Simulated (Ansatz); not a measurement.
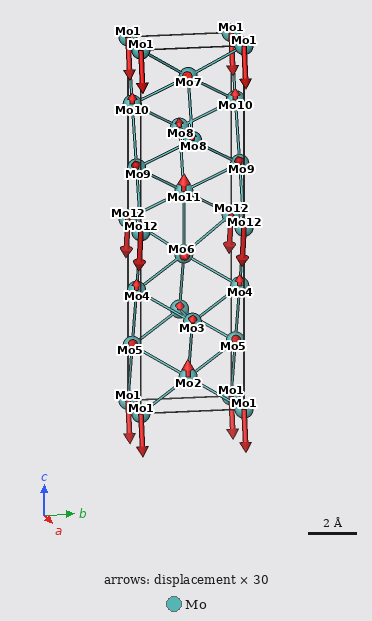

This is a relaxation of an interface cell of composition Mo. The starting structure is drawn; red arrows show the displacements (the part carried along by the change of the cell is left out), magnified 30 times.

The picture is a ball-and-stick view of the cell of the calculation, seen slightly off an axis.

Case: symmetric tilt boundary Sigma 3 (2 1 1), mirror on a plane, shift [0, 0].

Method: Ansatz, DFT PBE, scalar-relativistic, plane waves, PAW.

The input:
```yaml
crystal:
  lattice:
    - [2.7370225068, 0.0, 0.0]
    - [0.0, 4.4695390374, 0.0]
    - [0.0, 0.0, 15.7829373983]
  atoms:
    - { symbol: Mo, position: [0.0, 0.0, 0.0] }
    - { symbol: Mo, position: [0.6666666667, 0.5, 0.0817493443] }
    - { symbol: Mo, position: [0.0, 0.5, 0.2452480329] }
    - { symbol: Mo, position: [0.6666666667, 0.0, 0.3269973771] }
    - { symbol: Mo, position: [0.3333333333, 0.0, 0.1634986886] }
    - { symbol: Mo, position: [0.3333333333, 0.5, 0.4087467214] }
    - { symbol: Mo, position: [0.6666666667, 0.5, 0.9087467214] }
    - { symbol: Mo, position: [0.0, 0.5, 0.7452480329] }
    - { symbol: Mo, position: [0.6666666667, 0.0, 0.6634986886] }
    - { symbol: Mo, position: [0.3333333333, 0.0, 0.8269973771] }
    - { symbol: Mo, position: [0.3333333333, 0.5, 0.5817493443] }
    - { symbol: Mo, position: [1.0, 0.0, 0.5] }
basis:
  ecutwfc: 420
kpoints:
  mp_grid: { grid: [12, 8, 3] }
hamiltonian:
  xc: pbe
scf:
  occupations: { method: gaussian, width: 0.1 }
output:
  forces: true
  stress: true
  eigenvalues: true
  populations: true
  write_density: true
  write_potential: true
  elf: true
  volumetric_format: npy
relax:
  adjacent_minimum: "off"
  f_tol: 0.02
  max_steps: 60
  cell: { fix: [a, b, alpha, beta, gamma], stress_tol: 0.1 }
```

Command:
```bash
ansatz run input.yaml --threads 4 --pin off --max-ram 11264MiB --backend cpu --events-out ev --progress --plain --runs-dir out
```

> What did the optimiser do to the structure, and how much energy did it gain?

The energy falls by 77.7 meV per cell of the calculation in 2 accepted moves (4 points after the start). Largest force component: 0.69 eV/Å at the start, 0.012 eV/Å at the end. The pressure goes from −3.19 to −1.50 GPa. The line search rejected the trial step at point 1 of the run. At 1 point the geometry stayed and the basis and grid were re-selected for the new cell (energy shift of 0.4 meV per cell of the calculation at most each time). The largest moves relative to the cell, 0.063 Å, are those of Mo1 and Mo12. Mo12 goes along [−1 0 −1]. Cell: a unchanged at 2.737 Å, b unchanged at 4.470 Å, c 15.783 → 15.662 Å (−0.8 %). Volume −0.8 %. Among the contacts that change: Mo1–Mo10 2.879 → 2.780 Å, Mo11–Mo12 2.737 → 2.780 Å, Mo2–Mo3 2.737 → 2.708 Å, Mo1–Mo7 2.811 → 2.787 Å. The run took 3.7 min on 4 threads of Arm Neoverse V2, with other jobs on the host, peak memory 1.4 GiB.
